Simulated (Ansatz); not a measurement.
## Run report: SnO, geometry relaxation (part 1 of 2)

The run: geometry relaxation of SnO (P4/nmm, 16 atoms in the cell). Method and program: DFT PBEsol, scalar-relativistic, plane waves, PAW, no spin polarisation (Ansatz 0.2.0).

The structure derives from a Materials Project entry. It belongs to a series of runs on one base structure; here: 0 of 8 Sn sites taken by Cd, cell and atoms relaxed.

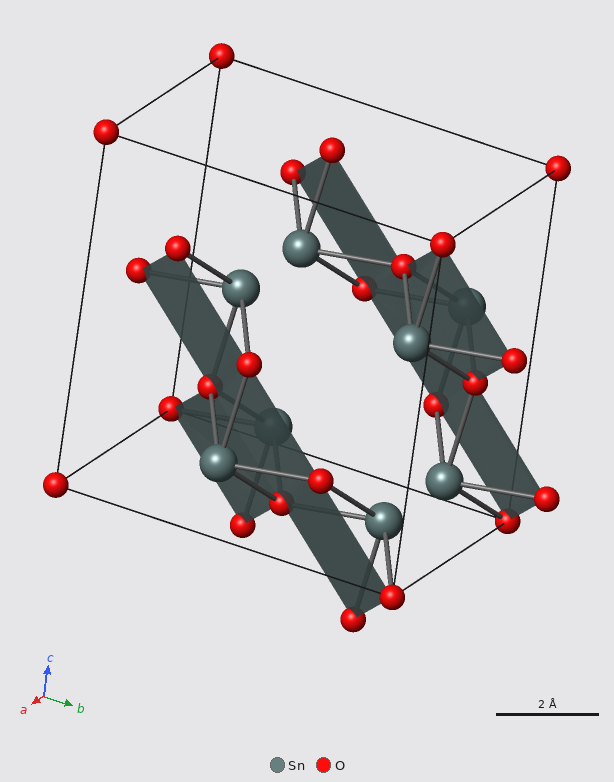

*The input geometry (polyhedral view of the cell of the calculation, seen slightly off an axis; polyhedra are completed across the faces of the cell). An atom can appear more than once, as a periodic image.*

### Summary

- outcome: converged
- space group (tolerance 0.01 Å): P4/nmm (129)
- electrons treated: 160
- free energy: −52085.6844 eV
- Fermi energy: 10.135 eV
- gap on the k-point mesh: none (metallic)
- pressure: 0.00 GPa
- final volume: 275.32 Å³
- largest force (length of the vector) at the end: 0.001 eV/Å
- final cell: a = 7.180 Å, b = 7.180 Å, c = 7.180 Å, α = 97.09°, β = 115.99°, γ = 115.99°
- hardware: 2 threads of Arm Neoverse V2, 24 GiB of memory available, shared host
- wall time: 53 s (CPU time 1.7 min)
- peak memory: 0.96 GiB

### Input file
```yaml
crystal:
  lattice:
    - [3.8052939766, 3.8052939766, -4.7534315652]
    - [-3.8052939766, 3.8052939766, 4.7534315652]
    - [3.8052939766, -3.8052939766, 4.7534315652]
  atoms:
    - { symbol: Sn, position: [0.25, 0.3711997126, 0.1211997126] }
    - { symbol: Sn, position: [0.25, 0.8711997126, 0.6211997126] }
    - { symbol: Sn, position: [0.75, 0.8711997126, 0.1211997126] }
    - { symbol: Sn, position: [0.75, 0.3711997126, 0.6211997126] }
    - { symbol: Sn, position: [0.25, 0.3788002874, 0.6288002874] }
    - { symbol: Sn, position: [0.25, 0.8788002874, 0.1288002874] }
    - { symbol: Sn, position: [0.75, 0.8788002874, 0.6288002874] }
    - { symbol: Sn, position: [0.75, 0.3788002874, 0.1288002874] }
    - { symbol: O, position: [0.5, 0.25, 0.25] }
    - { symbol: O, position: [0.5, 0.75, 0.75] }
    - { symbol: O, position: [0.0, 0.75, 0.25] }
    - { symbol: O, position: [0.0, 0.25, 0.75] }
    - { symbol: O, position: [0.0, 0.0, 0.0] }
    - { symbol: O, position: [0.0, 0.5, 0.5] }
    - { symbol: O, position: [0.5, 0.5, 0.0] }
    - { symbol: O, position: [0.5, 0.0, 0.5] }
basis:
  ecutwfc: 420
kpoints:
  mp_grid: { grid: [6, 6, 6] }
hamiltonian:
  xc: pbesol
scf:
  occupations: { method: gaussian, width: 0.1 }
output:
  forces: true
  stress: true
  eigenvalues: true
relax:
  adjacent_minimum: "off"
  f_tol: 0.015
  max_steps: 60
  cell: { stress_tol: 0.15 }
```

Launched with:
```bash
ansatz run input.yaml --threads 2 --pin off --max-ram 5120MiB --backend cpu --events-out ev --progress --plain --runs-dir out
```

### Log
```
Engine: ansatz 0.2.0, aarch64-unknown-linux-gnu
Pseudopotentials: kind: paw
Pseudopotential: Sn, paw, valence charge 14, recommended cutoff 420 eV (normal), Sn.paw.azcp
Pseudopotential: O, paw, valence charge 6, recommended cutoff 420 eV (normal), O.paw.azcp
Functional definition: PBEsol
  exchange = pbesol_x
  correlation = pbesol_c
Crystal: 16 atoms, lattice volume = 275.324 Å³
Basis set: ecut = 420 eV, 5375 PW (Γ), exchange–correlation on 96×96×96 points (8 copies of the dense FFT grid, shifted against one another)
Bands: 96, of which v1, the nominal top of the filled ones, is band 80 counted from 1 (79 counted from 0)
Symmetry: 64 space group operations
Space group: P4/nmm (ITA 129), of the structure as read, at distance tolerance 6.5e-5 Å
k-points: 30 of 216
Non-local potential: Sn, projectors of the file, l = 0: 2, l = 1: 2, l = 2: 2, l = 3: 2
Non-local potential: O, projectors of the file, l = 0: 2, l = 1: 2, l = 2: 1
PAW form: soft (Blöchl's): semilocal exchange-correlation on the pseudo side does not see the compensation charge
PAW frozen core: Sn, regenerated for the run's functional, and the local potential with it (the file was generated under x = pbe(κ = 0.804, μ = 0.2195149727645171), c = pbe(β = 0.06672455060314922))
PAW frozen core: O, regenerated for the run's functional, and the local potential with it (the file was generated under x = pbe(κ = 0.804, μ = 0.2195149727645171), c = pbe(β = 0.06672455060314922))
PAW one-centre angular grid: Sn, 590 points (default); XC on 64 Gauss nodes
PAW one-centre angular grid: O, 110 points (default); XC on 64 Gauss nodes
Initial density: superposition of atomic densities (neutral atoms: chi_scale 0, normalization atom), corrected by the library's trained network
Initial wavefunctions: pseudopotential atomic-orbital guess
Functional: x = pbesol(κ = 0.804, μ = 0.12345679012345678), c = pbesol(β = 0.046)
SCF iter   1: F=—  HF=-52085.787667 eV  |F-HF|=—  |Δ(HF+E_count)|=         —  Δρ=1.39e-2  dr2=4.46e-1  ethr=1.77e-3  ⟨swp⟩=6.2  Hψ=11273  notcnv=0  defer=17
preconditioner: auto → Resta (q_TF=auto, 2.492 Å⁻¹)  ε∞=3.5  [insulator: Δε(μ)=0.138 eV  Ē_g=17.981 eV  σ=0.100 eV  W_gap=0.64  n_scr=62 (ndim 8)  ℏωp=28.3 eV  f_vac=0.015  D(μ)=0.58/eV (n_scr^D=0)  ε∞_Penn≈3.5]
SCF iter   2: F=—  HF=-52085.696107 eV  |F-HF|=—  |Δ(HF+E_count)|=   9.16e-2  Δρ=4.62e-3  dr2=5.33e-2  ethr=2.79e-4  ⟨swp⟩=2.0  Hψ=4660  notcnv=0  defer=262
SCF iter   3: F=—  HF=-52085.684748 eV  |F-HF|=—  |Δ(HF+E_count)|=   1.14e-2  Δρ=1.11e-3  dr2=3.36e-3  ethr=3.33e-5  ⟨swp⟩=2.0  Hψ=3635  notcnv=0  defer=262
SCF iter   4: F=—  HF=-52085.684433 eV  |F-HF|=—  |Δ(HF+E_count)|=   3.15e-4  Δρ=2.60e-4  dr2=2.04e-4  ethr=2.10e-6  ⟨swp⟩=2.1  Hψ=4970  notcnv=0  defer=262
SCF iter   5: F=—  HF=-52085.684469 eV  |F-HF|=—  |Δ(HF+E_count)|=   3.66e-5  Δρ=6.09e-5  dr2=1.37e-5  ethr=1.28e-7  ⟨swp⟩=2.0  Hψ=3562  notcnv=0  defer=262
SCF iter   6: F=—  HF=-52085.684352 eV  |F-HF|=—  |Δ(HF+E_count)|=   1.17e-4  Δρ=2.05e-5  dr2=1.07e-6  ethr=8.57e-9  ⟨swp⟩=2.0  Hψ=4978  notcnv=0  defer=262
SCF iter   7: F=-52085.684353 eV  HF=-52085.684353 eV  |F-HF|=2.09e-8  |Δ(HF+E_count)|=   4.22e-7  Δρ=4.78e-6  dr2=6.57e-8  ethr=6.25e-11  ⟨swp⟩=11.0  Hψ=14304  notcnv=0
SCF 1 converged in 7 iterations: F = -52085.684353 eV  dr2 = 6.57e-8
  greatest PAW one-centre occupation: 0.994 electrons in one spin orbital (limit 2), on the Sn atom at site 7 (counted from 0), in its partial waves of l = 2
relax step   1: F+E_penalty+E_count = -52085.68435281 eV  Δ(F+E_penalty+E_count) = +0.000e0 eV  max|allowed force component| = 7.089e-4 eV/Å  Δτ_max = 0.0000 Å  P = +0.003 GPa  Ω = 275.324 Å³  (7 SCF iters, dr2 threshold 1.00e-7 eV, accepted)
Initial density: handed on by an earlier stage of this run
Initial wavefunctions: pseudopotential atomic-orbital guess (no wavefunctions were taken with the density)
iter 1 solved again at ethr=1.00e-7 eV; its pass at ethr=3.10e-3 eV (dr2=1.61e-4 eV) is discarded
SCF iter   1: F=—  HF=-52085.684439 eV  |F-HF|=—  |Δ(HF+E_count)|=         —  Δρ=4.54e-6  dr2=6.33e-8  ethr=1.00e-7  ⟨swp⟩=3.7  Hψ=18487  notcnv=0
preconditioner: auto → Resta (q_TF=auto, 2.492 Å⁻¹)  ε∞=3.5  [insulator: Δε(μ)=0.211 eV  Ē_g=18.038 eV  σ=0.100 eV  W_gap=0.75  n_scr=62 (ndim 8)  ℏωp=28.3 eV  f_vac=0.010  D(μ)=0.44/eV (n_scr^D=0)  ε∞_Penn≈3.5]
SCF iter   2: F=—  HF=-52085.684353 eV  |F-HF|=—  |Δ(HF+E_count)|=   8.64e-5  Δρ=2.97e-6  dr2=2.45e-8  ethr=3.95e-11  ⟨swp⟩=3.1  Hψ=6066  notcnv=0
SCF iter   3: F=—  HF=-52085.684353 eV  |F-HF|=—  |Δ(HF+E_count)|=   2.31e-8  Δρ=1.26e-6  dr2=4.85e-9  ethr=1.53e-11  ⟨swp⟩=2.0  Hψ=3838  notcnv=0
iter 4 did not close the SCF: its close was put off for the readings that it lacked (scf_convergence_deferred on its scf_iter line)
SCF iter   4: F=-52085.684353 eV  HF=-52085.684353 eV  |F-HF|=3.20e-10  |Δ(HF+E_count)|=   3.09e-9  Δρ=3.53e-7  dr2=4.87e-10  ethr=3.03e-12  ⟨swp⟩=2.0  Hψ=3830  notcnv=0
iter 5 did not close the SCF: its close was put off for the readings that it lacked (scf_convergence_deferred on its scf_iter line)
SCF iter   5: F=-52085.684353 eV  HF=-52085.684353 eV  |F-HF|=2.91e-11  |Δ(HF+E_count)|=  4.07e-10  Δρ=9.77e-8  dr2=2.74e-11  ethr=1.00e-12  ⟨swp⟩=2.0  Hψ=3635  notcnv=0
SCF iter   6: F=-52085.684353 eV  HF=-52085.684353 eV  |F-HF|=3.64e-11  |Δ(HF+E_count)|=  7.28e-12  Δρ=1.34e-8  dr2=3.67e-13  ethr=1.00e-12  ⟨swp⟩=2.8  Hψ=7303  notcnv=0
SCF 2 converged in 6 iterations: F = -52085.684353 eV  dr2 = 3.67e-13
  greatest PAW one-centre occupation: 0.994 electrons in one spin orbital (limit 2), on the Sn atom at site 3 (counted from 0), in its partial waves of l = 2
relax step   2: F+E_penalty+E_count = -52085.68435283 eV  Δ(F+E_penalty+E_count) = -2.314e-8 eV  max|allowed force component| = 6.576e-4 eV/Å  Δτ_max = 0.0000 Å  P = +0.003 GPa  Ω = 275.324 Å³  stress off target by 2.18e-2 GPa  SCF on the basis re-selected at this cell (its energy is not comparable with the rows above)  (6 SCF iters)
```

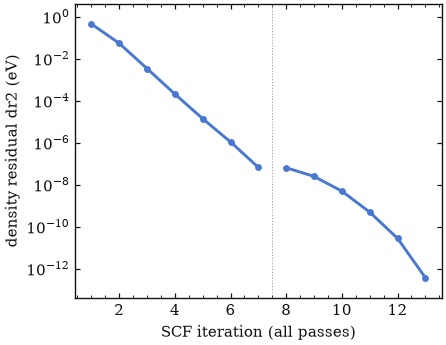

*Convergence of the self-consistent field: density residual dr2 against the SCF iteration. The dotted lines part the SCF passes of the relaxation: geometry steps, rejected trials and re-solves on a re-selected basis.*

The passes take 7 and 6 iterations.

```
basis re-selected at this cell: Δ(F+E_penalty+E_count) = -2.314e-8 eV, ΔP = +0.000 GPa vs the last step (what re-selecting the basis moved, of the pressure what is left beyond the Pulay correction that the steps carried, after the strain that the cell walked since its last selection, with what the two solves' SCF thresholds leave and, on support functions, any second-order correction that the steps lacked; it is no measure of the basis error at this ecutwfc). This SCF's stress stands 2.18e-2 GPa from its target on what of the cell is left free (relax.cell.stress_tol is 1.50e-1 GPa) and its largest allowed force component is 6.58e-4 eV/Å (relax.f_tol is 1.50e-2 eV/Å): within both
SCF converged after 6 iterations
Free energy (F): -52085.684353 eV
Harris-Foulkes:  -52085.684353 eV  (|F-HF|=3.64e-11)
Internal energy: -52085.682138 eV  (E = F + TS)
E sigma→0 (E₀):  -52085.683245 eV
Entropy (-TS):   -0.002215 eV (-0.138 meV/atom)
Fermi energy:    10.135040 eV
--- Per-component energies (eV) ---
  E_band       = -718.206341
  E_kinetic    = 2894.987800
  E_local      = -10377.165675  (includes V_loc(G=0)·N_el)
  E_nonlocal   = 145.412208
  E_hartree    = 5633.098229
  E_xc         = -3617.532869
  E_vxc        = -1524.005107  (∫ρ·V_xc dr)
  E_paw        = -33740.568246  (= ΣΔE_a)
  E_vpaw       = -3123.651161  (= ΣTr[D̂ρ^β])
  E_aug_tail   = 0.019160  (compensation charges beyond the density's cutoff)
  E_ewald      = -13026.493766
  E_core_change = 2.561021  (= ΣΔE_core)
  E_smearing   = -0.002215  (= −TS)
  E_closure    = 0.000000  (closes the sum)
  Σ components = -52085.684353   (vs F -52085.684353, Δ=0.00e0)
--- Forces (eV/Å), atoms counted from 1 ---
  atom   1  Sn    -0.00000000    -0.00000000     0.00065757
  atom   2  Sn    -0.00000000     0.00000000     0.00065757
  atom   3  Sn    -0.00000000    -0.00000000     0.00065757
  atom   4  Sn    -0.00000000    -0.00000000     0.00065757
  atom   5  Sn    -0.00000000     0.00000000    -0.00065757
  atom   6  Sn    -0.00000000     0.00000000    -0.00065757
  atom   7  Sn    -0.00000000     0.00000000    -0.00065757
  atom   8  Sn     0.00000000     0.00000000    -0.00065757
  atom   9  O      0.00000000    -0.00000000    -0.00000000
  atom  10  O      0.00000000    -0.00000000    -0.00000000
  atom  11  O     -0.00000000    -0.00000000     0.00000000
  atom  12  O      0.00000000    -0.00000000    -0.00000000
  atom  13  O     -0.00000000    -0.00000000    -0.00000000
  atom  14  O     -0.00000000    -0.00000000    -0.00000000
  atom  15  O      0.00000000     0.00000000    -0.00000000
  atom  16  O      0.00000000    -0.00000000    -0.00000000
  max |Σ_I F_I| component: 6.33e-17 eV/Å
--- Stress (GPa, compression-positive) ---
        0.015629      -0.000000       0.000000
       -0.000000       0.015629       0.000000
        0.000000      -0.000000      -0.021847
  P = ⅓ Tr σ = 0.0031 GPa (0.031 kbar)
--- Band table (eV; the first three rows and the last of 30) ---
```
